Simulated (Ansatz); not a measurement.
# Al27Sc21N48: single-point calculation (part 1 of 2)

- system: Al27Sc21N48 (96 atoms in the cell)
- method: DFT, HSE06, PAW, plane waves (Ansatz 0.2.0)

The structure was built on a prototype by a generator; it need not be a known phase.

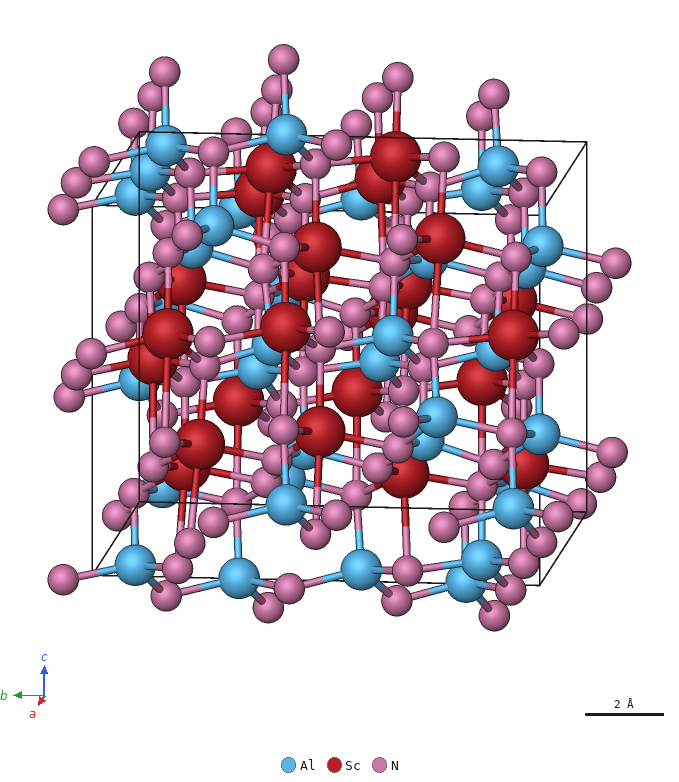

Figure 1. The input geometry (ball-and-stick view of the cell of the calculation, seen at an oblique angle; bonded neighbours outside the cell are drawn too).

## Input file
```yaml
crystal:
  lattice:
    - [10.045013, 0.000000, 0.000000]
    - [0.000000, 11.589729, 0.000000]
    - [0.000000, 0.000000, 9.692173]
  atoms:
    - { symbol: Al, position: [0.165676, 0.087911, 0.240526] }
    - { symbol: Al, position: [0.167746, 0.080740, 0.749395] }
    - { symbol: Al, position: [0.009164, 0.333826, 0.249049] }
    - { symbol: Al, position: [0.492273, 0.085032, 0.754110] }
    - { symbol: Al, position: [0.326742, 0.329900, 0.249126] }
    - { symbol: Al, position: [0.333354, 0.319830, 0.741929] }
    - { symbol: Al, position: [0.995532, 0.843058, 0.240781] }
    - { symbol: Al, position: [0.002068, 0.834000, 0.750613] }
    - { symbol: Al, position: [0.837414, 0.078844, 0.247503] }
    - { symbol: Al, position: [0.499628, 0.576611, 0.253253] }
    - { symbol: Al, position: [0.327990, 0.846621, 0.755157] }
    - { symbol: Al, position: [0.832481, 0.586664, 0.240306] }
    - { symbol: Al, position: [0.842758, 0.585362, 0.747653] }
    - { symbol: Al, position: [0.996560, 0.164357, 0.004252] }
    - { symbol: Al, position: [0.332329, 0.168489, 0.497741] }
    - { symbol: Al, position: [0.324106, 0.163278, 0.994218] }
    - { symbol: Al, position: [0.179149, 0.414706, 0.500468] }
    - { symbol: Al, position: [0.997754, 0.671821, 0.000562] }
    - { symbol: Al, position: [0.677075, 0.163673, 0.999841] }
    - { symbol: Al, position: [0.493496, 0.411385, 0.493740] }
    - { symbol: Al, position: [0.335101, 0.667599, 0.499265] }
    - { symbol: Al, position: [0.157695, 0.923838, 0.995694] }
    - { symbol: Al, position: [0.845767, 0.414737, 0.000734] }
    - { symbol: Al, position: [0.668870, 0.665678, 0.500797] }
    - { symbol: Al, position: [0.501973, 0.923364, 0.995851] }
    - { symbol: Al, position: [0.833977, 0.912097, 0.496086] }
    - { symbol: Al, position: [0.836269, 0.920799, 0.997022] }
    - { symbol: Sc, position: [0.002778, 0.328557, 0.730072] }
    - { symbol: Sc, position: [0.494191, 0.089514, 0.224687] }
    - { symbol: Sc, position: [0.169180, 0.578651, 0.234519] }
    - { symbol: Sc, position: [0.163672, 0.587991, 0.731284] }
    - { symbol: Sc, position: [0.837372, 0.079885, 0.735686] }
    - { symbol: Sc, position: [0.670535, 0.338665, 0.229281] }
    - { symbol: Sc, position: [0.669854, 0.331592, 0.738862] }
    - { symbol: Sc, position: [0.498969, 0.578622, 0.720687] }
    - { symbol: Sc, position: [0.327647, 0.831391, 0.224433] }
    - { symbol: Sc, position: [0.672279, 0.826457, 0.234822] }
    - { symbol: Sc, position: [0.665528, 0.837314, 0.734746] }
    - { symbol: Sc, position: [0.006279, 0.163580, 0.474703] }
    - { symbol: Sc, position: [0.164767, 0.409691, 0.981175] }
    - { symbol: Sc, position: [0.997458, 0.673151, 0.479233] }
    - { symbol: Sc, position: [0.659441, 0.164275, 0.482095] }
    - { symbol: Sc, position: [0.494680, 0.409163, 0.987154] }
    - { symbol: Sc, position: [0.336759, 0.670167, 0.976590] }
    - { symbol: Sc, position: [0.166670, 0.918672, 0.489007] }
    - { symbol: Sc, position: [0.835537, 0.424807, 0.479259] }
    - { symbol: Sc, position: [0.670466, 0.660850, 0.979069] }
    - { symbol: Sc, position: [0.492037, 0.917640, 0.485439] }
    - { symbol: N, position: [0.998083, 0.168372, 0.207950] }
    - { symbol: N, position: [0.014580, 0.156646, 0.686888] }
    - { symbol: N, position: [0.315679, 0.174463, 0.186495] }
    - { symbol: N, position: [0.330187, 0.159349, 0.696102] }
    - { symbol: N, position: [0.168273, 0.404623, 0.196090] }
    - { symbol: N, position: [0.181785, 0.410189, 0.700883] }
    - { symbol: N, position: [0.989789, 0.678804, 0.201181] }
    - { symbol: N, position: [0.990756, 0.677088, 0.694170] }
    - { symbol: N, position: [0.682689, 0.162609, 0.200503] }
    - { symbol: N, position: [0.653199, 0.157413, 0.699903] }
    - { symbol: N, position: [0.483135, 0.416933, 0.203334] }
    - { symbol: N, position: [0.488355, 0.401348, 0.693422] }
    - { symbol: N, position: [0.347306, 0.656111, 0.191166] }
    - { symbol: N, position: [0.333315, 0.687585, 0.704006] }
    - { symbol: N, position: [0.151442, 0.927480, 0.193150] }
    - { symbol: N, position: [0.164164, 0.918046, 0.707374] }
    - { symbol: N, position: [0.855940, 0.424763, 0.203218] }
    - { symbol: N, position: [0.837343, 0.429603, 0.691943] }
    - { symbol: N, position: [0.662399, 0.646695, 0.193990] }
    - { symbol: N, position: [0.681064, 0.661112, 0.702235] }
    - { symbol: N, position: [0.502459, 0.916252, 0.196265] }
    - { symbol: N, position: [0.483492, 0.927121, 0.704353] }
    - { symbol: N, position: [0.841381, 0.923531, 0.191392] }
    - { symbol: N, position: [0.846578, 0.909368, 0.692220] }
    - { symbol: N, position: [0.183450, 0.088184, 0.434313] }
    - { symbol: N, position: [0.159314, 0.084322, 0.947782] }
    - { symbol: N, position: [0.017584, 0.341429, 0.449669] }
    - { symbol: N, position: [0.989585, 0.320174, 0.947912] }
    - { symbol: N, position: [0.483331, 0.089540, 0.436556] }
    - { symbol: N, position: [0.500440, 0.087918, 0.958859] }
    - { symbol: N, position: [0.333664, 0.330322, 0.447379] }
    - { symbol: N, position: [0.331120, 0.314909, 0.934648] }
    - { symbol: N, position: [0.181170, 0.576690, 0.461436] }
    - { symbol: N, position: [0.154933, 0.590011, 0.954680] }
    - { symbol: N, position: [0.990689, 0.844024, 0.435054] }
    - { symbol: N, position: [0.997489, 0.834773, 0.948458] }
    - { symbol: N, position: [0.829875, 0.069271, 0.446061] }
    - { symbol: N, position: [0.837285, 0.081887, 0.953338] }
    - { symbol: N, position: [0.657073, 0.340457, 0.448557] }
    - { symbol: N, position: [0.682032, 0.328853, 0.966972] }
    - { symbol: N, position: [0.499706, 0.581942, 0.461927] }
    - { symbol: N, position: [0.500951, 0.576525, 0.930164] }
    - { symbol: N, position: [0.328831, 0.818808, 0.438232] }
    - { symbol: N, position: [0.330369, 0.852460, 0.957580] }
    - { symbol: N, position: [0.821048, 0.594810, 0.434774] }
    - { symbol: N, position: [0.851475, 0.575107, 0.946237] }
    - { symbol: N, position: [0.671781, 0.827395, 0.460443] }
    - { symbol: N, position: [0.667931, 0.844331, 0.957018] }
kpoints:
  mp_grid: { grid: [1, 1, 1] }
hamiltonian:
  xc: hse06
scf:
  occupations: { method: fermi_dirac, width: 0.01 }
output:
  forces: true
  eigenvalues: true
  populations: true
  eigenstates: { kpoints: [[0, 0, 0]], e_range: [-6.0, 6.0], localisation: true }
```

## What the program printed
```
Pseudopotentials: kind: paw
Functional definition: HSE06
  parameter a = 0.25
  parameter omega = 0.11/bohr
  exchange = pbe_x - a*pbe_x_sr(omega) + a*exact_x_sr(omega)
  correlation = pbe_c
Crystal: 96 atoms, lattice volume = 1128.353 Å³
Basis set: ecut = 420 eV, 22083 PW (Γ), exchange–correlation on 144×160×144 points (8 copies of the dense FFT grid, shifted against one another)
Bands: 372, of which v1, the nominal top of the filled ones, is band 276 counted from 1 (275 counted from 0)
Symmetry: 1 space group operations
Space group: P1 (ITA 1), of the structure as read, at distance tolerance 1.0e-4 Å
k-points: 1
Non-local potential: Al, projectors of the file, l = 0: 2, l = 1: 2, l = 2: 1
Non-local potential: Sc, projectors of the file, l = 0: 3, l = 1: 2, l = 2: 3, l = 3: 1
Non-local potential: N, projectors of the file, l = 0: 2, l = 1: 2, l = 2: 1
PAW form: soft (Blöchl's): semilocal exchange-correlation on the pseudo side does not see the compensation charge
PAW frozen core: Al, regenerated for the run's functional, and the local potential with it (the file was generated under x = pbe(κ = 0.804, μ = 0.2195149727645171), c = pbe(β = 0.06672455060314922))
PAW frozen core: Sc, regenerated for the run's functional, and the local potential with it (the file was generated under x = pbe(κ = 0.804, μ = 0.2195149727645171), c = pbe(β = 0.06672455060314922))
PAW frozen core: N, regenerated for the run's functional, and the local potential with it (the file was generated under x = pbe(κ = 0.804, μ = 0.2195149727645171), c = pbe(β = 0.06672455060314922))
PAW one-centre angular grid: Al, 110 points (default); XC on 64 Gauss nodes
PAW one-centre angular grid: Sc, 590 points (default); XC on 64 Gauss nodes
PAW one-centre angular grid: N, 110 points (default); XC on 64 Gauss nodes
Initial density: superposition of atomic densities (neutral atoms: chi_scale 0, normalization atom), corrected by the library's trained network
Initial wavefunctions: pseudopotential atomic-orbital guess
Functional: x = pbe(κ = 0.804, μ = 0.2195149727645171), c = pbe(β = 0.06672455060314922), warm-up for x = pbe(κ = 0.804, μ = 0.2195149727645171) + 0.25 (exact − pbe) at short range (hse, ω = 0.20786987370883472 Å⁻¹), c = pbe(β = 0.06672455060314922); HSE06 as pw.x's `hse` composes it (authors' and Libxc's form: `xc: wpbeh`)
SCF iter   1: F=—  HF=-77934.401853 eV  |F-HF|=—  |Δ(HF+E_count)|=         —  Δρ=3.04e-3  dr2=1.18e-1  ethr=1.77e-3  ⟨swp⟩=6.0  Hψ=1682  notcnv=0
preconditioner: auto → none  [insulator: Δε(μ)=2.864 eV  Ē_g=9.959 eV  σ=0.010 eV  W_gap=1.00  n_scr=268 (ndim 8)  ℏωp=21.7 eV  f_vac=0.000  D(μ)=0.00/eV (n_scr^D=0)]
iter 2 solved again at ethr=1.77e-6 eV; its pass at ethr=2.14e-5 eV (dr2=9.77e-3 eV) is discarded
SCF iter   2: F=—  HF=-77934.432023 eV  |F-HF|=—  |Δ(HF+E_count)|=   3.02e-2  Δρ=1.15e-3  dr2=9.70e-3  ethr=1.77e-6  ⟨swp⟩=9.0  Hψ=2341  notcnv=0  defer=26
SCF iter   3: F=—  HF=-77934.433577 eV  |F-HF|=—  |Δ(HF+E_count)|=   1.55e-3  Δρ=3.95e-4  dr2=1.07e-3  ethr=1.76e-6  ⟨swp⟩=11.0  Hψ=1078  notcnv=0  defer=15
SCF iter   4: F=-77934.434129 eV  HF=-77934.434125 eV  |F-HF|=3.78e-6  |Δ(HF+E_count)|=   5.48e-4  Δρ=1.07e-4  dr2=9.97e-5  ethr=1.95e-7  ⟨swp⟩=6.0  Hψ=898  notcnv=0  defer=14
SCF 1 stopped early in 4 iterations: F = -77934.434129 eV  dr2 = 9.97e-5
  greatest PAW one-centre occupation: 0.998 electrons in one spin orbital (limit 2), on the Sc atom at site 44 (counted from 0), in its partial waves of l = 0
Initial density: handed on by an earlier stage of this run
Initial wavefunctions: those handed on with the density
Functional: x = pbe(κ = 0.804, μ = 0.2195149727645171) + 0.25 (exact − pbe) at short range (hse, ω = 0.20786987370883472 Å⁻¹), c = pbe(β = 0.06672455060314922); HSE06 as pw.x's `hse` composes it (authors' and Libxc's form: `xc: wpbeh`)
Exchange kernel: α = 0.2500, screened, ω = 0.2079 Å⁻¹, Wigner–Seitz truncation, v(0) = 920.8784 eV·Å³, q-mesh 1×1×1, nearest image of the exchange supercell L = 9.69 Å, pair-density grid 48×60×48, without the augmentation charges, whose exchange is taken in its separable form (sized by the pseudopotential files, 72×80×72 at the most), smooth part of the exchange summed in real space on grids 70×80
Frozen-core exchange: fock
SCF iter   1: F=—  HF=-77952.743905 eV  |F-HF|=—  |Δ(HF+E_count)|=         —  Δρ=1.21e-2  dr2=2.87e0  ethr=1.81e-7  ⟨swp⟩=16.0  Hψ=2707  notcnv=0
preconditioner: auto → none  [insulator: Δε(μ)=4.276 eV  Ē_g=12.204 eV  σ=0.010 eV  W_gap=1.00  n_scr=268 (ndim 8)  ℏωp=21.7 eV  f_vac=0.000  D(μ)=0.00/eV (n_scr^D=0)]
SCF iter   2: F=—  HF=-77952.109793 eV  |F-HF|=—  |Δ(HF+E_count)|=   6.34e-1  Δρ=8.50e-3  dr2=1.21e0  ethr=1.81e-7  ⟨swp⟩=10.0  Hψ=2154  notcnv=0
SCF iter   3: F=—  HF=-77951.859924 eV  |F-HF|=—  |Δ(HF+E_count)|=   2.50e-1  Δρ=2.43e-3  dr2=8.29e-2  ethr=1.81e-7  ⟨swp⟩=7.0  Hψ=1802  notcnv=0
SCF iter   4: F=—  HF=-77952.185028 eV  |F-HF|=—  |Δ(HF+E_count)|=   3.25e-1  Δρ=1.77e-3  dr2=5.09e-2  ethr=1.81e-7  ⟨swp⟩=6.0  Hψ=1693  notcnv=0
SCF iter   5: F=—  HF=-77952.170459 eV  |F-HF|=—  |Δ(HF+E_count)|=   1.46e-2  Δρ=5.37e-4  dr2=6.25e-3  ethr=1.81e-7  ⟨swp⟩=5.0  Hψ=1467  notcnv=0
SCF iter   6: F=—  HF=-77952.169277 eV  |F-HF|=—  |Δ(HF+E_count)|=   1.18e-3  Δρ=2.25e-4  dr2=8.94e-4  ethr=1.81e-7  ⟨swp⟩=4.0  Hψ=1158  notcnv=0
SCF iter   7: F=—  HF=-77952.174501 eV  |F-HF|=—  |Δ(HF+E_count)|=   5.22e-3  Δρ=1.98e-4  dr2=5.47e-4  ethr=8.48e-8  ⟨swp⟩=6.0  Hψ=1338  notcnv=0
SCF iter   8: F=-77952.174329 eV  HF=-77952.174362 eV  |F-HF|=3.29e-5  |Δ(HF+E_count)|=   1.39e-4  Δρ=4.98e-5  dr2=4.38e-5  ethr=8.48e-8  ⟨swp⟩=3.0  Hψ=758  notcnv=0
SCF 2 stopped early in 8 iterations: F = -77952.174329 eV  dr2 = 4.38e-5
  Residual-converged pass: ⟨swp⟩=4.0  Hψ=1062  notcnv=0  max |occ|·‖R‖ = 5.6e-6 eV (tolerance 6.7e-6 eV)  dr2=4.38e-5  dr2_onsite=3.62e-6  max |Δocc| = 0.0e0
hybrid outer 1: dexx = +3.801e-1 eV, tail = 3.64e-4 eV
SCF iter   1: F=—  HF=-77952.173647 eV  |F-HF|=—  |Δ(HF+E_count)|=         —  Δρ=5.23e-5  dr2=2.16e-5  ethr=3.29e-7  ⟨swp⟩=14.0  Hψ=1211  notcnv=0
preconditioner: auto → none  [insulator: Δε(μ)=4.057 eV  Ē_g=11.926 eV  σ=0.010 eV  W_gap=1.00  n_scr=268 (ndim 8)  ℏωp=21.7 eV  f_vac=0.000  D(μ)=0.00/eV (n_scr^D=0)]
SCF iter   2: F=—  HF=-77952.173648 eV  |F-HF|=—  |Δ(HF+E_count)|=   4.85e-7  Δρ=2.53e-5  dr2=5.32e-6  ethr=3.46e-9  ⟨swp⟩=4.0  Hψ=941  notcnv=0
SCF iter   3: F=—  HF=-77952.173662 eV  |F-HF|=—  |Δ(HF+E_count)|=   1.41e-5  Δρ=1.21e-5  dr2=2.79e-6  ethr=6.91e-10  ⟨swp⟩=9.0  Hψ=1170  notcnv=0  defer=4
SCF iter   4: F=—  HF=-77952.173662 eV  |F-HF|=—  |Δ(HF+E_count)|=   4.51e-7  Δρ=6.34e-6  dr2=9.46e-7  ethr=4.91e-10  ⟨swp⟩=4.0  Hψ=802  notcnv=0
SCF iter   5: F=—  HF=-77952.173661 eV  |F-HF|=—  |Δ(HF+E_count)|=   2.16e-7  Δρ=1.80e-6  dr2=8.83e-8  ethr=1.57e-10  ⟨swp⟩=3.0  Hψ=765  notcnv=0
SCF iter   6: F=—  HF=-77952.173662 eV  |F-HF|=—  |Δ(HF+E_count)|=   5.47e-7  Δρ=2.08e-6  dr2=4.90e-8  ethr=8.36e-12  ⟨swp⟩=8.0  Hψ=1351  notcnv=0  defer=15
SCF iter   7: F=-77952.173662 eV  HF=-77952.173662 eV  |F-HF|=4.89e-9  |Δ(HF+E_count)|=   1.25e-8  Δρ=5.33e-7  dr2=9.63e-9  ethr=8.36e-12  ⟨swp⟩=5.0  Hψ=815  notcnv=0  defer=3
SCF 3 converged in 7 iterations: F = -77952.173662 eV  dr2 = 9.63e-9
  Residual-converged pass: ⟨swp⟩=2.0  Hψ=648  notcnv=0  max |occ|·‖R‖ = 2.2e-6 eV (tolerance 2.9e-6 eV)  dr2=9.85e-9  dr2_onsite=2.06e-10  max |Δocc| = 0.0e0
```

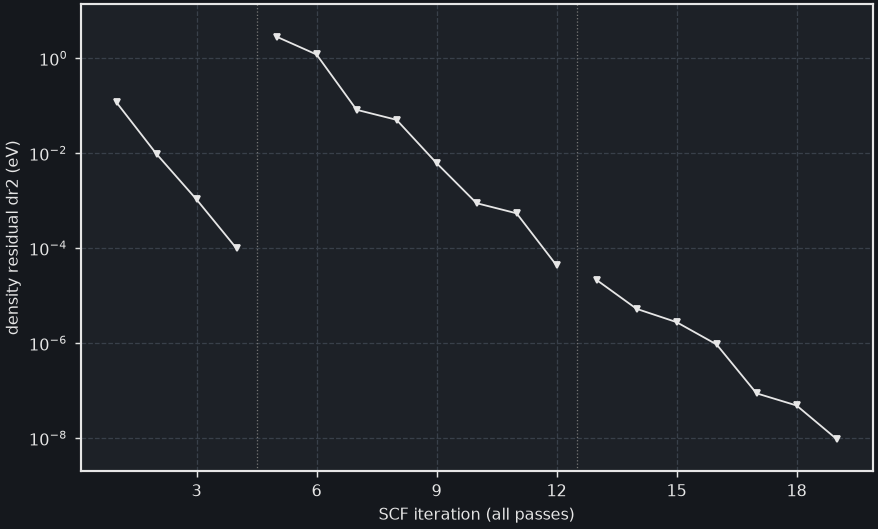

Figure 2. Convergence of the self-consistent field: density residual dr2 against the SCF iteration. The run starts with a semilocal functional; after that each stretch between dotted lines is one SCF of the hybrid functional between two exact rebuilds of the exchange operator by the outer loop. Early passes are stopped at a loose threshold. The passes take 4, 8 and 7 iterations.
